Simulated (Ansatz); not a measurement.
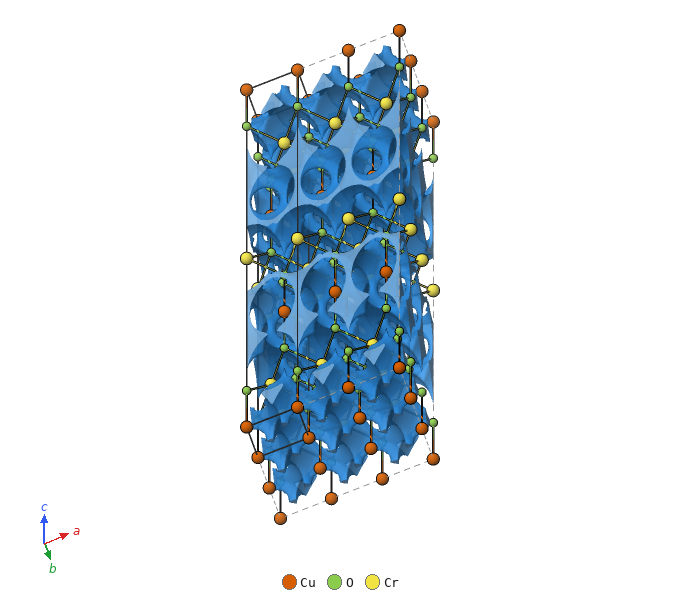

The blue surface encloses the points that the centre of a probe sphere of radius 0.25 Å can occupy in CrCuO2 in space group R-3m, computed on a grid of about 0.12 Å (3×3×1 cells shown, view from a free direction; pale faces close the region where the box cuts it).

Hard-sphere model; covalent radii (Cordero): Cu 1.32 Å, O 0.66 Å, Cr 1.39 Å.

Origin of the cell: the input geometry of an electronic-structure calculation (not necessarily at equilibrium).

```
Cu O Cr
1.0
     2.97340    0.00000    0.00000
    -1.48670    2.57504    0.00000
     0.00000    0.00000   17.10000
Cu O Cr
3 6 3
Cartesian
  0.0000 0.0000 0.0000
  1.4867 0.8583 5.7000
  0.0000 1.7167 11.4000
  0.0000 1.7167 13.2454
  0.0000 0.0000 15.2546
  0.0000 0.0000 1.8454
  1.4867 0.8583 3.8546
  1.4867 0.8583 7.5454
  0.0000 1.7167 9.5546
  1.4867 0.8583 14.2500
  0.0000 1.7167 2.8500
  0.0000 0.0000 8.5500
```

Question: Describe the connectivity of the accessible space.

Answer: Where they connect, they form a two-dimensional network in layers parallel to (001).

Question: What share of the cell can the probe's centre reach?

Answer: About 18 % of the volume (24 Å³ of 130.9 Å³).

Question: Give the largest included and the largest free sphere.

Answer: The largest sphere that fits anywhere has a diameter of 1.75 Å; the largest that can travel through the crystal, about 1.0 Å.

Question: How does the connectivity change as the probe shrinks?

Answer: Below a radius of about 0.51 Å the space forms a two-dimensional network in layers parallel to (001). Below a radius of about 0.17 Å the space forms a three-dimensional network. These are grid estimates, good to about 0.05 Å.
